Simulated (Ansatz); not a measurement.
# Lu_Al in AlN (P6_3mc): charge-transition levels and formation energies, part 2 of 2

Aim: at which Fermi levels does Lu_Al in AlN (P6_3mc) change its charge? The model is a cell of 72 host atoms with 1 Al taken out and 1 Lu put in.

Ansatz; place-levels on r2SCAN runs: charge-transition levels and formation energies with image-charge correction and potential alignment at the atomic sites; PAW set soft_1.

So far: The starting structure; What was run first; Levels against the band edges, r2SCAN.

**3. Levels against the band edges, r2SCAN (continued)**

Levels between the charges placed, in eV above the valence top:

```csv
,gap (eV),(+1/0),(0/−1)
r2SCAN,4.88,-0.07,5.26
```

Corrections by state:

| charge | moment (μB) | image terms and alignment (eV) | band filling (eV) | ε used | over the lowest of its charge, as the program ranks them, band filling apart (eV) |
| --- | --- | --- | --- | --- | --- |
| +1 | 1.0 | 0.619 | -0.218 | principal values (8.15, 8.15, 9.65) | 0.000 |
| 0 | 0.0 | 0.000 | - | - | 0.000 |
| −1 | 1.0 | -0.179 | - | principal values (8.15, 8.15, 9.65) | 0.000 |

The charged structures listed were also run neutral, and place-levels reads from each pair, by the potential or the spins, how wide the charge is by which they differ; that can be the carrier of either run.

```
charge  rms radius (Å)  spread where it is widest against the cell (Å)  wide from (Å)  reading
    +1             2.0                                            1.38           1.40   narrow
    −1             1.6                                            1.19           1.40   narrow
```

The neutral runs of these pairs need not share the spin of the lowest neutral state, and very wide values only mean spread over the cell.

From the program's caveats on the states, each cut to its opening words:

- charge +1 (1 μB): a band-filling correction moves a carrier to the host's band edge, which changes its energy by -0.218 eV
- charge +1 (1 μB): its alignment with the host at atomic sites is doubtful: the mean over the far sites moves by -0.0537 eV from their farther parts to their nearer, more than [...]
- charge +1 (1 μB): its displacements don't fall off away from the defect: farther atoms stand 0.015 Å off the host's places
- charge +1 (1 μB), −1 (1 μB): flagged: stability check not made
- charge 0: its displacements don't fall off away from the defect: farther atoms stand 0.013 Å off the host's places
- charge −1 (1 μB): its displacements don't fall off away from the defect: farther atoms stand 0.022 Å off the host's places

The host's formation energy from the elements is -1.627 eV per atom; it sets how far the chemical potentials can move.

Formation energies (eV), Al-rich (Δμ(Al) = 0.00 eV, Δμ(N) = -3.25 eV, Δμ(Lu) = 0.00 eV):

| charge | Fermi level at the valence top | at the conduction bottom |
| --- | --- | --- |
| +1 | 1.06 | 5.94 |
| 0 | 0.99 | 0.99 |
| −1 | 6.25 | 1.37 |

Formation energies (eV), N-rich (Δμ(N) = 0.00 eV, Δμ(Al) = -3.25 eV, Δμ(Lu) = 0.00 eV):

| charge | Fermi level at the valence top | at the conduction bottom |
| --- | --- | --- |
| +1 | -2.19 | 2.69 |
| 0 | -2.26 | -2.26 |
| −1 | 2.99 | -1.88 |

The charge transition levels (eV, zero at the valence-band top of the host):

```
       conduction bottom  valence top
Lu_Al               4.88         0.00
```

|  | level | energy (eV) |
| --- | --- | --- |
| Lu_Al | (+1/0) | -0.07 |
| Lu_Al | (0/−1) | 5.26 |

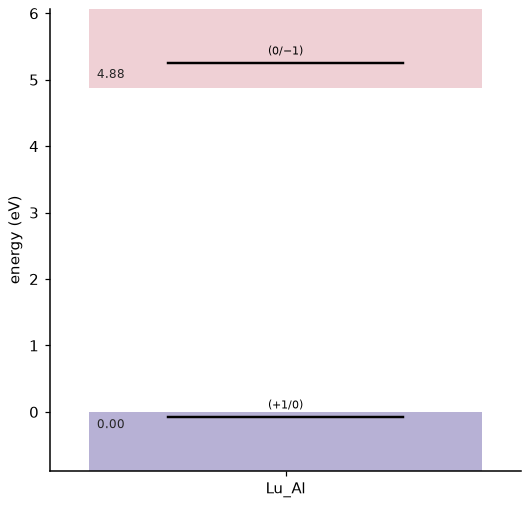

Charge transition levels. Shaded: valence and conduction bands.

**4. The same at the relaxations' own k-points**

The relaxations' own energies give the levels at their sampling, for comparison.

levels.relax_mesh.yaml

```yaml
host:
  run: host.relax.run
states: [qm1_M1.relax.run, q0.relax.run, qp1_M1.relax.run]
chemical_potentials:
  Al:
    energy: -540.418346
    dataset: <sha256 of the dataset>
  Lu:
    energy: -14744.268682
    dataset: "<sha256 of the dataset>"
```

The run is started by

```console
> ansatz place-levels levels.relax_mesh.yaml -- --threads 4 --pin off --max-ram 7536MiB
```

Log:

```text
[...]
(0/-1) 5.264 eV above the valence edge, in the conduction band
formation energy of charge +1: +1.155 eV with the Fermi level at the valence edge
formation energy of charge 0: +1.089 eV with the Fermi level at the valence edge
formation energy of charge -1: +6.353 eV with the Fermi level at the valence edge
  edges by r2scan, gap 4.886 eV; the host is sampled to repeats of 13.64 Å
[... the lines on each state left out ...]
```

The job ended after 0.1 s (4 threads of Arm Neoverse V2, shared host).

Levels between neighbouring charges, in eV above the valence top:

|  | gap (eV) | (+1/0) | (0/−1) |
| --- | --- | --- | --- |
| one point at (¼, ¼, ¼) | 4.89 | -0.07 | 5.26 |
| a 2×2×2 shifted mesh | 4.88 | -0.07 | 5.26 |

Going from one point at (¼, ¼, ¼) to a 2×2×2 shifted mesh moves the levels that carry no band-filling term by up to 0.01 eV and formation energies against the elements by up to 0.11 eV; band-filling terms, which differ between samplings, are in these energies.

**5. Results**

```yaml
gap_of_the_host: 4.88 eV (r2SCAN)
level_plus_1_over_0: 0.07 eV below the valence top (-0.29 eV above the valence top without the band-filling term)
level_0_minus_1: 5.26 eV above the valence top, past the conduction bottom
lowest_of_the_charges_placed_just_above_the_valence_top_0p02_ev: 0
lowest_of_the_charges_placed_just_below_the_conduction_bottom_0p02_ev: 0
lowest_formation_energy_at_mid_gap_of_the_charges_run_al_rich: 0.99 eV
lowest_formation_energy_at_mid_gap_of_the_charges_run_n_rich: -2.26 eV
```

In words: Of the charges placed (−1, 0 and +1), 0 is the lowest from 0.02 eV above the valence top to 0.02 eV below the conduction bottom, a gap of 4.88 eV. States placed: +1 at 1 μB; 0 at 0 μB; −1 at 1 μB. Other spin states or structures, where not listed, weren't placed. The program finds carriers beyond a band edge of the host and adds a band-filling term at charge +1 (-0.22 eV); steps to such a charge show no bound level, and a defect level inside a band would be read the same way. Lu is taken at its element; compounds, which aren't counted here, bound the chemical potentials and would shift these formation energies. The lowest formation energy (N-rich) is negative across the gap, so the defect would form by itself: these chemical potentials lie beyond what competing compounds allow, or the host is unstable against it. Going from one point at (¼, ¼, ¼) to a 2×2×2 shifted mesh moves the levels that carry no band-filling term by up to 0.01 eV and formation energies against the elements by up to 0.11 eV; band-filling terms, which differ between samplings, are in these energies. The program doubts the alignment of potentials for at least one state, a sign that the cell is small. What this leaves open: r2SCAN makes the gap too small and tends to spread out bound carriers; where a gas molecule sets a chemical potential or the host's formation energy, its binding is uncorrected; spin–orbit coupling, which can matter with heavy atoms, is left out; force components of up to 0.11 eV/Å remain in a run at the final settings.

[Logs are printed without paths, hosts, clocks, repeated set-up lines and the standing remarks that a program may print on its own settings, such as how far it seeks lower states.]

[Hosts, paths, dates, database ids (printed as entryN), source tags and the programs' standing remarks are cut or masked in the printed files.]

[Where a table of states has a column of steps, it counts the stored structures, which are thinned; the runs took as many ionic steps or more.]

[A defect's name tells the site on which it was built; relaxed atoms can leave that site.]

[For some hosts the program warned that the k-mesh of the response run may be too coarse for force constants and the static dielectric constant; such warnings are not shown here.]
